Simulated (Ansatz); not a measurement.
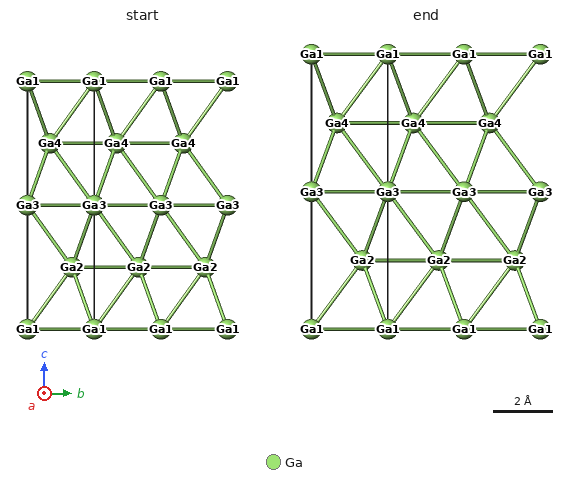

The structure of a crystal of Ga (a generated structure, set up in P6_3/mmc) (coarse preliminary run) before (left) and after (right) a relaxation, at one scale.

The picture is a ball-and-stick view of the cell of the calculation, repeated 1 × 3 × 1 with one cell outlined, seen along the a axis.

Case: Y → Ga on all its sites, cell and atoms relaxed.

Theory: Ansatz, DFT PBE, scalar-relativistic, plane waves, PAW.

Input file:
```yaml
crystal:
  lattice:
    - [2.65455764, 0.0, 0.0]
    - [-1.32727882, 2.2989143521, 0.0]
    - [0.0, 0.0, 8.5456603461]
  atoms:
    - { symbol: Ga, position: [0.0, 0.0, 0.0] }
    - { symbol: Ga, position: [0.3333333333, 0.6666666667, 0.25] }
    - { symbol: Ga, position: [0.0, 0.0, 0.5] }
    - { symbol: Ga, position: [0.6666666667, 0.3333333333, 0.75] }
basis:
  ecutwfc: 420
kpoints:
  mp_grid: { grid: [12, 12, 4] }
hamiltonian:
  xc: pbe
scf:
  occupations: { method: gaussian, width: 0.1 }
output:
  forces: true
  stress: true
  eigenvalues: true
relax:
  adjacent_minimum: "off"
  f_tol: 0.05
  max_steps: 60
  cell: { stress_tol: 0.5 }
```

Run as
```bash
ansatz run input.yaml --threads 1 --pin off --max-ram 2560MiB --backend cpu --events-out ev --progress --plain --runs-dir out
```

### What changed between the two?

The energy falls by 581 meV per atom in 6 accepted moves (8 points after the start). All forces vanish by symmetry, so only the cell relaxes. The pressure goes from 44.98 to 0.13 GPa. The SCF was repeated twice at an unchanged geometry on a basis and grid sized afresh for the cell, which shifted the energy by 14.5 meV per atom at most. The atoms keep their places relative to the cell (all moves are under 0.005 Å). The volume changes by +45.2 %, with a = b 2.655 → 3.037 Å (+14.4 %), c 8.546 → 9.479 Å (+10.9 %). Among the contacts that change: Ga1–Ga1 2.655 → 3.037 Å, Ga1–Ga2 2.629 → 2.948 Å. The space group stays P6_3/mmc (No. 194). Cost: 27 s on 1 thread of Intel(R) Xeon(R) 6975P-C (Granite Rapids), with other jobs on the host, peak memory 0.43 GiB.
